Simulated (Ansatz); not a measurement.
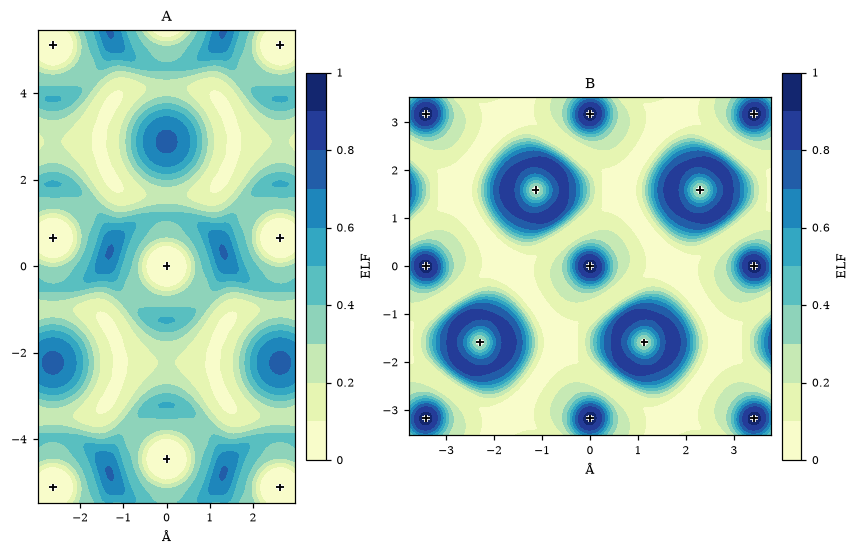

The electron localisation function of 2 systems, each on a plane through atoms (crosses mark nuclei in the plane).

Level of theory: Ansatz, Kohn-Sham DFT of a periodic cell, HSE06 form with a typed share of exact exchange, Ansatz PAW.

System 1: CuO, the (101̄) plane of the conventional cell. Space group C2/c; computed pressure about 2 GPa in this cell.

```
Cu O
1.0
     4.68370    0.00000    0.00000
     0.00000    3.42260    0.00000
    -0.85003    0.00000    5.05787
Cu O
4 4
Direct
  0.25000 0.75000 0.50000
  0.75000 0.25000 0.50000
  0.25000 0.25000 0.00000
  0.75000 0.75000 0.00000
  0.00000 0.58160 0.75000
  0.50000 0.08160 0.75000
  0.00000 0.41840 0.25000
  0.50000 0.91840 0.25000
```

System 2: Ge, the (010) plane of the conventional cell. Space group Fmmm; a structure from a database of computed crystals, not necessarily the ambient phase; computed pressure about −5 GPa in this cell.

```xyz
16
Lattice="5.2610 0.0000 0.0000 0.0000 5.7715 0.0000 0.0000 0.0000 10.2313" Properties=species:S:1:pos:R:3 pbc="T T T"
Ge    2.6305    1.3072    0.0000
Ge    0.0000    4.1929    0.0000
Ge    0.0000    1.3072    5.1157
Ge    2.6305    4.1929    5.1157
Ge    0.0000    1.5786    0.0000
Ge    2.6305    4.4643    0.0000
Ge    2.6305    1.5786    5.1157
Ge    0.0000    4.4643    5.1157
Ge    0.0000    0.0000    2.2318
Ge    2.6305    2.8857    2.2318
Ge    2.6305    0.0000    7.3474
Ge    0.0000    2.8857    7.3474
Ge    2.6305    0.0000    2.8839
Ge    0.0000    2.8857    2.8839
Ge    0.0000    0.0000    7.9996
Ge    2.6305    2.8857    7.9996
```

Question: Match each panel to its system.

Answer: Panel A is system 2, Ge: the plane holds Ge. Ge–Ge (2.71 Å): the ELF peaks at about 0.70 between the atoms. Panel B is system 1, CuO: the plane holds Cu and O. Cu–O (1.95 Å): the ELF peaks at about 0.85 in the valence shell of O, 0.6 Å from its nucleus, and is about 0.20 at the midpoint (no shared electron pair shows on this line).
